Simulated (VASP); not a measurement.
## Run report: TiN, optical-spectrum calculation (part 1 of 4)

System: TiN (2 atoms in the cell).
Method: Kohn-Sham DFT of a periodic cell, PBE, spin-orbit coupling, VASP PAW PBE potentials, recommended (VASP 6.6.1).

The structure was built on a prototype by a generator; it need not be a known phase.

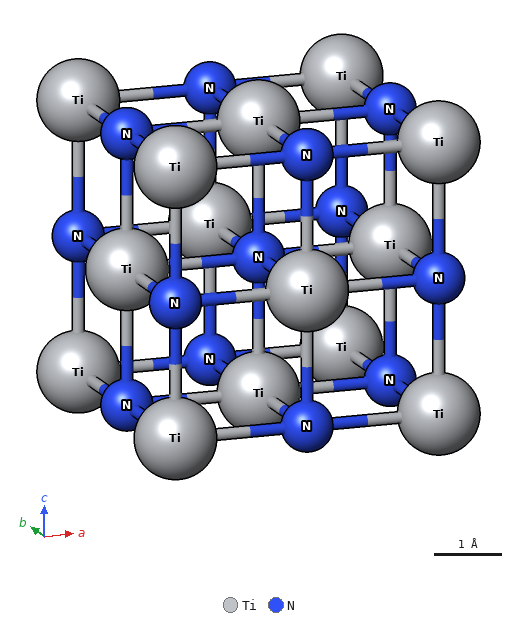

Fig. 1: The structure as given in the input (ball-and-stick view of the cell 4 times as large as that of the calculation, set on its symmetry axes, seen slightly off an axis). Near neighbours in the crystal (not all of them lie inside the picture): Ti has 6 N at 2.12 Å; N has 6 Ti at 2.12 Å.

### INCAR
```
SYSTEM = TiN
ALGO = Fast
CSHIFT = 0.05
EDIFF = 1E-6
ENCUT = 520
GGA = PE
GGA_COMPAT = .False.
ISIF = 2
ISMEAR = -1
LASPH = .True.
LCHARG = .False.
LMAXMIX = 4
LNONCOLLINEAR = .True.
LOPTICS = .True.
LORBIT = 11
LREAL = .False.
LSORBIT = .True.
LWAVE = .False.
MAGMOM = 0 0 0 0 0 0
NBANDS = 113
NEDOS = 2000
NELM = 100
PREC = Accurate
SIGMA = 0.05
```

### KPOINTS
```
k-points
0
Gamma
  16 16 16
  0 0 0
```

### POSCAR
```
TiN
1.0
    0.0000000000      2.1200000000      2.1200000000
    2.1200000000      0.0000000000      2.1200000000
    2.1200000000      2.1200000000      0.0000000000
Ti N
1 1
Direct
    0.0000000000      0.0000000000      0.0000000000
    0.5000000000      0.5000000000      0.5000000000
```

Launched with:
```bash
cat potpaw_PBE.64/Ti_sv/POTCAR potpaw_PBE.64/N/POTCAR > POTCAR
mpirun -np 1 vasp_ncl > vasp.out
```

### OSZICAR
```
N       E                     dE             d eps       ncg     rms          rms(c)
DAV:   1     0.159508775685E+03    0.15951E+03   -0.36295E+03 33874   0.378E+02
DAV:   2    -0.943644184860E+01   -0.16895E+03   -0.15260E+03 34193   0.138E+02
DAV:   3    -0.245993097626E+02   -0.15163E+02   -0.14517E+02 42141   0.421E+01
DAV:   4    -0.248145005908E+02   -0.21519E+00   -0.21447E+00 38196   0.465E+00
DAV:   5    -0.248148139079E+02   -0.31332E-03   -0.31330E-03 37811   0.154E-01    0.184E+01
RMM:   6    -0.201187898978E+02    0.46960E+01   -0.36335E-01 46244   0.191E+00    0.749E+00
RMM:   7    -0.196931247155E+02    0.42567E+00   -0.26566E-02 45777   0.452E-01    0.458E+00
RMM:   8    -0.197846977384E+02   -0.91573E-01   -0.37675E-02 49236   0.635E-01    0.351E+00
RMM:   9    -0.196445889765E+02    0.14011E+00   -0.58667E-03 47323   0.249E-01    0.363E-01
RMM:  10    -0.196450994395E+02   -0.51046E-03   -0.23444E-03 50404   0.157E-01    0.103E-01
RMM:  11    -0.196450993643E+02    0.75184E-07   -0.28834E-04 50649   0.582E-02    0.414E-02
RMM:  12    -0.196451061882E+02   -0.68239E-05   -0.22780E-05 50987   0.158E-02    0.206E-02
RMM:  13    -0.196451074588E+02   -0.12706E-05   -0.49218E-06 50534   0.708E-03    0.831E-03
RMM:  14    -0.196451070510E+02    0.40777E-06   -0.66825E-07 44505   0.253E-03
   1 F= -.19645107E+02 E0= -.19641320E+02  d E =-.757361E-02  mag=    -0.0000     0.0000    -0.0000
 imaginary and real dielectric function
```

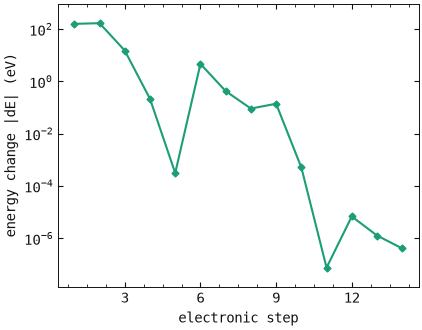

Fig. 2: Convergence of the self-consistent field: energy change |dE| against the electronic step. It takes 14 electronic steps. The density is held fixed in the first few steps, and dE rises again when its update begins.

### Parts of OUTCAR
```
SYSTEM = TiN
   EDIFF = 1E-6
   ENCUT = 520
   GGA = PE
   ISIF = 2
   ISMEAR = -1
   LASPH = .True.
   LNONCOLLINEAR = .True.
   LORBIT = 11
   LREAL = .False.
   LSORBIT = .True.
   NELM = 100
   PREC = Accurate

 ion  position               nearest neighbor table
   1  0.000  0.000  0.000-   2 2.12   2 2.12   2 2.12   2 2.12   2 2.12   2 2.12
   2  0.500  0.500  0.500-   1 2.12   1 2.12   1 2.12   1 2.12   1 2.12   1 2.12

  LATTYP: Found a face centered cubic cell.
 ALAT       =     4.2400000000

  Lattice vectors:

 A1 = (   0.0000000000,   2.1200000000,   2.1200000000)
 A2 = (   2.1200000000,   0.0000000000,   2.1200000000)
 A3 = (   2.1200000000,   2.1200000000,   0.0000000000)

Analysis of symmetry for initial positions (statically):
=====================================================================
 Subroutine PRICEL returns:
 Original cell was already a primitive cell.

 Routine SETGRP: Setting up the symmetry group for a
 face centered cubic supercell.

 Subroutine GETGRP returns: Found 48 space group operations
 (whereof 48 operations were pure point group operations)
 out of a pool of 48 trial point group operations.

The static configuration has the point symmetry O_h .

Analysis of symmetry for dynamics (positions and initial velocities):
=====================================================================
 Subroutine PRICEL returns:
 Original cell was already a primitive cell.

 Routine SETGRP: Setting up the symmetry group for a
 face centered cubic supercell.

 Subroutine GETGRP returns: Found 48 space group operations
 (whereof 48 operations were pure point group operations)
 out of a pool of 48 trial point group operations.

The dynamic configuration has the point symmetry O_h .

Analysis of structural, dynamic, and magnetic symmetry:
=====================================================================
 Subroutine PRICEL returns:
 Original cell was already a primitive cell.

 Routine SETGRP: Setting up the symmetry group for a
 face centered cubic supercell.

 Subroutine GETGRP returns: Found 48 space group operations
 (whereof 48 operations were pure point group operations)
 out of a pool of 48 trial point group operations.

The overall configuration has the point symmetry O_h .

 Subroutine INISYM returns: Found 48 space group operations
 (whereof 48 operations are pure point group operations),
 and found     1 'primitive' translations

----------------------------------------------------------------------------------------

                                     Primitive cell

  volume of cell :      19.0563

  direct lattice vectors                    reciprocal lattice vectors
     0.000000000  2.120000000  2.120000000    -0.235849057  0.235849057  0.235849057
     2.120000000  0.000000000  2.120000000     0.235849057 -0.235849057  0.235849057
     2.120000000  2.120000000  0.000000000     0.235849057  0.235849057 -0.235849057

  length of vectors
     2.998132752  2.998132752  2.998132752     0.408502549  0.408502549  0.408502549

  position of ions in fractional coordinates (direct lattice)
     0.000000000  0.000000000  0.000000000
     0.500000000  0.500000000  0.500000000

  ion indices of the primitive-cell ions
   primitive index   ion index
                 1           1
                 2           2

----------------------------------------------------------------------------------------

 KPOINTS: k-points

Automatic generation of k-mesh.
 Grid dimensions read from file:
 generate k-points for:   16   16   16

 Generating k-lattice:

  Cartesian coordinates                     Fractional coordinates (reciprocal lattice)
    -0.014740566  0.014740566  0.014740566     0.062500000  0.000000000  0.000000000
     0.014740566 -0.014740566  0.014740566     0.000000000  0.062500000  0.000000000
     0.014740566  0.014740566 -0.014740566     0.000000000  0.000000000  0.062500000

  Length of vectors
     0.025531409  0.025531409  0.025531409

  Shift w.r.t. Gamma in fractional coordinates (k-lattice)
     0.000000000  0.000000000  0.000000000

 Subroutine IBZKPT returns following result:
 ===========================================

 Found    145 irreducible k-points:

 Following reciprocal coordinates:
            Coordinates               Weight
  0.000000  0.000000  0.000000      1.000000
  0.062500  0.000000  0.000000      8.000000
  0.125000  0.000000  0.000000      8.000000
  0.187500  0.000000  0.000000      8.000000
  0.250000  0.000000  0.000000      8.000000
  0.312500  0.000000  0.000000      8.000000
  0.375000  0.000000  0.000000      8.000000
  0.437500  0.000000  0.000000      8.000000
  0.500000  0.000000  0.000000      4.000000
  0.062500  0.062500  0.000000      6.000000
  0.125000  0.062500  0.000000     24.000000
  0.187500  0.062500  0.000000     24.000000
  0.250000  0.062500  0.000000     24.000000
  0.312500  0.062500  0.000000     24.000000
  0.375000  0.062500  0.000000     24.000000
  0.437500  0.062500  0.000000     24.000000
  0.500000  0.062500  0.000000     24.000000
 -0.437500  0.062500  0.000000     24.000000
 -0.375000  0.062500  0.000000     24.000000
 -0.312500  0.062500  0.000000     24.000000
 -0.250000  0.062500  0.000000     24.000000
 -0.187500  0.062500  0.000000     24.000000
 -0.125000  0.062500  0.000000     24.000000
 -0.062500  0.062500  0.000000     12.000000
 [... further k-points ...]
   k-points           NKPTS =    145   k-points in BZ     NKDIM =    145   number of bands    NBANDS=    113
   number of dos      NEDOS =   2000   number of ions     NIONS =      2
   total plane-waves  NPLWV =  13824
   dimension x,y,z NGX =    24 NGY =   24 NGZ =   24
   dimension x,y,z NGXF=    48 NGYF=   48 NGZF=   48
   ions per type =               1   1
   NGX,Y,Z   is equivalent  to a cutoff of  13.31, 13.31, 13.31 a.u.
   NGXF,Y,Z  is equivalent  to a cutoff of  26.62, 26.62, 26.62 a.u.
 SYSTEM =  TiN
   PREC   = accura    normal or accurate (medium, high low for compatibility)
   ISTART =      0    job   : 0-new  1-cont  2-samecut
   ICHARG =      2    charge: 1-file 2-atom 10-const
   ISPIN  =      1    spin polarized calculation?
   LNONCOLLINEAR =      T non collinear calculations
   LSORBIT =      T    spin-orbit coupling
   LASPH  =      T    aspherical Exc in radial PAW
   ENCUT  =  520.0 eV  38.22 Ry    6.18 a.u.   5.57  5.57  5.57*2*pi/ulx,y,z
   NELM   =    100;   NELMIN=  2; NELMDL= -5     # of ELM steps
   EDIFF  = 0.1E-05   stopping-criterion for ELM
   LREAL  =      F    real-space projection
   EDIFFG = 0.1E-04   stopping-criterion for IOM
   NSW    =      0    number of steps for IOM
   IBRION =     -1    ionic relax: 0-MD 1-quasi-New 2-CG
   NFREE  =      0    steps in history (QN), initial steepest desc. (CG)
   ISIF   =      2    stress and relaxation
   ISYM   =      2    0-nonsym 1-usesym 2-fastsym
   POTIM  = 0.5000    time-step for ionic-motion
   TEBEG  =    0.0;   TEEND  =   0.0 temperature during run
   PSTRESS=    0.0 pullay stress
   NELECT =      17.0000    total number of electrons
   NUPDOWN=      -1.0000    fix difference up-down
   EMIN   =  10.00;   EMAX   =-10.00  energy-range for DOS
   EFERMI =   0.00;   METHOD = LEGACY
   ISMEAR =    -1;   SIGMA  =   0.05  broadening in eV -4-tet -1-fermi 0-gaus
   EFERMI_NEDOS =   21; number of points for ismear=-14 and -15
   IALGO  =     68    algorithm
   IMIX   =      4    mixing-type and parameters
     AMIX     =   0.40;   BMIX     =  1.00
     AMIX_MAG =   1.60;   BMIX_MAG =  1.00
  volume/ion in A,a.u.               =       9.53        64.30
  Fermi-wavevector in a.u.,A,eV,Ry     =   1.575960  2.978133 33.792122  2.483651
  Thomas-Fermi vector in A             =   2.676865
   LORBIT       =     11    0 simple, 1 ext, 2 COOP (PROOUT), +10 PAW based schemes
   GGA     = PE    functional components
   LHFCALC =     F    Hartree Fock is set to
   AEXX    =    0.0000 exact exchange contribution
   IVDW    =     0    specifies the selected vdW correction
   LEPSILON=     F    determine dielectric tensor
   LRPA    =     F    only Hartree local field effects (RPA)
 RMM-DIIS sequential band-by-band and
  energy-cutoff  :      520.00
  volume of cell :       19.06
 maximum number of plane-waves:      1066
   NGX = 11   NGY = 11   NGZ = 11

 number of electron      17.0000000 magnetization       0.0000000      0.0000000      0.0000000

 number of electron      17.0000002 magnetization      -0.0000000      0.0000000     -0.0000000

 number of electron      17.0000002 magnetization       0.0000000     -0.0000000      0.0000000

 Free energy of the ion-electron system (eV)
  ---------------------------------------------------
  ext. energy  EPLUGINS =         0.00000000
  ---------------------------------------------------
  free energy    TOTEN  =       -19.64510705 eV

  energy without entropy =      -19.63753344  energy(sigma->0) =      -19.64132025

 E-fermi :  11.4684     XC(G=0): -13.0268     alpha+bet :-19.3006

 val. band max:       11.4455041298   @ k =  -0.3750   0.4375   0.1875
 cond. band min:      11.4742545226   @ k =   0.4375   0.1875   0.0625
 fundamental gap:      0.0287503927
 Fermi energy:        11.4684270266

 k-point     1 :       0.0000    0.0000    0.0000
  band No.  band energies     occupation
      1     -46.4050      1.00000
      2     -46.4050      1.00000
      3     -22.8232      1.00000
      4     -22.8232      1.00000
      5     -22.1652      1.00000
      6     -22.1652      1.00000
      7     -22.1652      1.00000
      8     -22.1652      1.00000
      9      -5.6442      1.00000
     10      -5.6442      1.00000
     11       9.3972      1.00000
     12       9.3972      1.00000
     13       9.4314      1.00000
     14       9.4314      1.00000
     15       9.4314      1.00000
     16       9.4314      1.00000
     17      10.8403      1.00000
     18      10.8403      1.00000
     19      10.8403      1.00000
     20      10.8403      1.00000
     21      10.8656      0.99999
     22      10.8656      0.99999
     23      12.0432      0.00001
     24      12.0432      0.00001
     25      12.0432      0.00001
     26      12.0432      0.00001
     27      16.8867      0.00000
     28      16.8867      0.00000
     29      24.6430      0.00000

 k-point     2 :       0.0625    0.0000    0.0000
  band No.  band energies     occupation
      1     -46.4014      1.00000
      2     -46.4014      1.00000
      3     -22.8329      1.00000
      4     -22.8329      1.00000
      5     -22.1834      1.00000
      6     -22.1834      1.00000
      7     -22.1673      1.00000
      8     -22.1673      1.00000
      9      -5.5678      1.00000
     10      -5.5678      1.00000
     11       8.9703      1.00000
     12       8.9703      1.00000
     13       9.0795      1.00000
     14       9.0795      1.00000
     15       9.0947      1.00000
     16       9.0947      1.00000
     17      10.9597      0.99996
     18      10.9597      0.99996
     19      10.9685      0.99995
     20      10.9685      0.99995
     21      11.0813      0.99957
     22      11.0813      0.99957
     23      12.3882      0.00000
     24      12.3882      0.00000
     25      12.3885      0.00000
     26      12.3885      0.00000
     27      17.0984      0.00000
     28      17.0984      0.00000
     29      24.7022      0.00000

 k-point     3 :       0.1250    0.0000    0.0000
  band No.  band energies     occupation
      1     -46.3909      1.00000
      2     -46.3909      1.00000
      3     -22.8626      1.00000
      4     -22.8626      1.00000
      5     -22.2328      1.00000
      6     -22.2328      1.00000
      7     -22.1736      1.00000
      8     -22.1736      1.00000
      9      -5.3460      1.00000
     10      -5.3460      1.00000
     11       8.0472      1.00000
     12       8.0472      1.00000
     13       8.4234      1.00000
     14       8.4234      1.00000
     15       8.4337      1.00000
     16       8.4337      1.00000
     17      11.2045      0.99493
     18      11.2045      0.99493
     19      11.2089      0.99446
     20      11.2089      0.99446
     21      11.4417      0.63035
     22      11.4417      0.63035
     23      13.1753      0.00000
     24      13.1753      0.00000
     25      13.1753      0.00000
     26      13.1753      0.00000
     27      17.6448      0.00000
     28      17.6448      0.00000
     29      24.7683      0.00000

 k-point     4 :       0.1875    0.0000    0.0000
  band No.  band energies     occupation
      1     -46.3752      1.00000
      2     -46.3752      1.00000
      3     -22.9127      1.00000
      4     -22.9127      1.00000
      5     -22.2994      1.00000
      6     -22.2994      1.00000
      7     -22.1829      1.00000
      8     -22.1829      1.00000
      9      -5.0003      1.00000
     10      -5.0003      1.00000
     11       6.9829      1.00000
     12       6.9829      1.00000
     13       7.7434      1.00000
     14       7.7434      1.00000
     15       7.7505      1.00000
     16       7.7505      1.00000
     17      11.5364      0.20422
     18      11.5364      0.20422
     19      11.5389      0.19623
     20      11.5389      0.19623
     21      11.7894      0.00163
     22      11.7894      0.00163
     23      14.1046      0.00000
     24      14.1046      0.00000
     25      14.1052      0.00000
     26      14.1052      0.00000
     27      18.3109      0.00000
     28      18.3109      0.00000
     29      24.6390      0.00000

 k-point     5 :       0.2500    0.0000    0.0000
  band No.  band energies     occupation
      1     -46.3566      1.00000
      2     -46.3566      1.00000
      3     -22.9805      1.00000
      4     -22.9805      1.00000
      5     -22.3667      1.00000
      6     -22.3667      1.00000
      7     -22.1938      1.00000
      8     -22.1938      1.00000
      9      -4.5656      1.00000
     10      -4.5656      1.00000
     11       5.9163      1.00000
     12       5.9163      1.00000
     13       7.1366      1.00000
     14       7.1366      1.00000
     15       7.1415      1.00000
     16       7.1415      1.00000
     17      11.9390      0.00008
     18      11.9390      0.00008
     19      11.9407      0.00008
     20      11.9407      0.00008
     21      12.1680      0.00000
     22      12.1680      0.00000
     23      15.0352      0.00000
     24      15.0352      0.00000
     25      15.0358      0.00000
     26      15.0358      0.00000
     27      18.8098      0.00000
     28      18.8098      0.00000
     29      24.3766      0.00000

 [... the levels of 18 k-points are left out ...]

 k-point    24 :      -0.0625    0.0625    0.0000
  band No.  band energies     occupation
      1     -46.3954      1.00000
      2     -46.3954      1.00000
      3     -22.8491      1.00000
      4     -22.8491      1.00000
      5     -22.2099      1.00000
      6     -22.2099      1.00000
      7     -22.1732      1.00000
      8     -22.1732      1.00000
      9      -5.4443      1.00000
     10      -5.4443      1.00000
     11       8.3488      1.00000
     12       8.3488      1.00000
     13       8.5776      1.00000
     14       8.5776      1.00000
     15       8.8916      1.00000
     16       8.8916      1.00000
     17      10.9654      0.99996
     18      10.9654      0.99996
     19      11.2522      0.98693
     20      11.2522      0.98693
     21      11.3666      0.88461
     22      11.3666      0.88461
     23      12.4786      0.00000
     24      12.4786      0.00000
     25      13.1234      0.00000
     26      13.1234      0.00000
     27      17.4318      0.00000
     28      17.4318      0.00000
     29      24.7713      0.00000

 [... further k-points ...]

 [bands above 29 left out]

------------------------ aborting loop because EDIFF is reached ----------------------------------------
```
